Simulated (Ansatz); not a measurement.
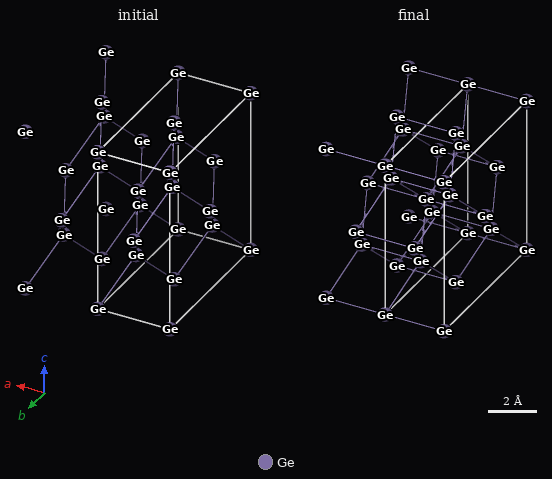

The structure of crystalline Ge (a generated structure, set up in Fddd) (coarse preliminary run) before (left) and after (right) a relaxation, at one scale.

The picture is a ball-and-stick view of the conventional cell (4 times the calculation's cell), repeated 2 × 1 × 1 with one cell outlined, seen from a free direction. Lengths and directions refer to the drawn axes.

Theory: DFT PBE, scalar-relativistic, plane waves, PAW (Ansatz 0.2.0).

Input
```yaml
crystal:
  lattice:
    - [0.0, 3.60445875, 3.89305903]
    - [1.73031097, 0.0, 3.89305903]
    - [1.73031097, 3.60445875, 0.0]
  atoms:
    - { symbol: Ge, position: [0.25, 0.25, 0.25] }
    - { symbol: Ge, position: [0.0, 0.0, 0.0] }
basis:
  ecutwfc: 420
kpoints:
  mp_grid: { grid: [6, 6, 6] }
hamiltonian:
  xc: pbe
scf:
  occupations: { method: gaussian, width: 0.1 }
  lower_state_search: "off"
output:
  forces: true
  stress: true
  eigenvalues: true
relax:
  adjacent_minimum: "off"
  f_tol: 0.04
  max_steps: 70
  cell: { stress_tol: 0.4 }
```

Command:
```bash
ansatz run input.yaml --threads 1 --pin off --max-ram 2560MiB --backend cpu --events-out ev --progress --plain --runs-dir out
```

What changed between the two?

The atoms keep their places relative to the cell (all moves are under 0.005 Å). Cell: a 3.461 → 2.821 Å (−18.5 %), b 7.209 → 7.377 Å (+2.3 %), c 7.786 → 7.395 Å (−5.0 %). Volume −20.8 %. Among the contacts that change: Ge1–Ge1 3.461 → 2.821 Å, Ge1–Ge2 2.790 → 2.705 Å. Bond angles that change, for instance: Ge2–Ge1–Ge2 143.9° → 149.8°, Ge2–Ge1–Ge2 99.5° → 94.0°, Ge2–Ge1–Ge2 91.5° → 93.8°. The space group (tolerance 0.01 Å) goes from Fddd (No. 70) to I4_1/amd (No. 141). The energy falls by 0.361 eV per cell of the calculation in 7 accepted moves (9 points after the start). All forces vanish by symmetry, so only the cell relaxes. Pressure: −7.56 GPa at the start and 0.06 GPa at the end. The line search rejected the trial step at point 6 of the run. At 1 point the geometry stayed and the basis and grid were re-selected for the new cell (energy shift of 1.4 meV per cell of the calculation at most each time).
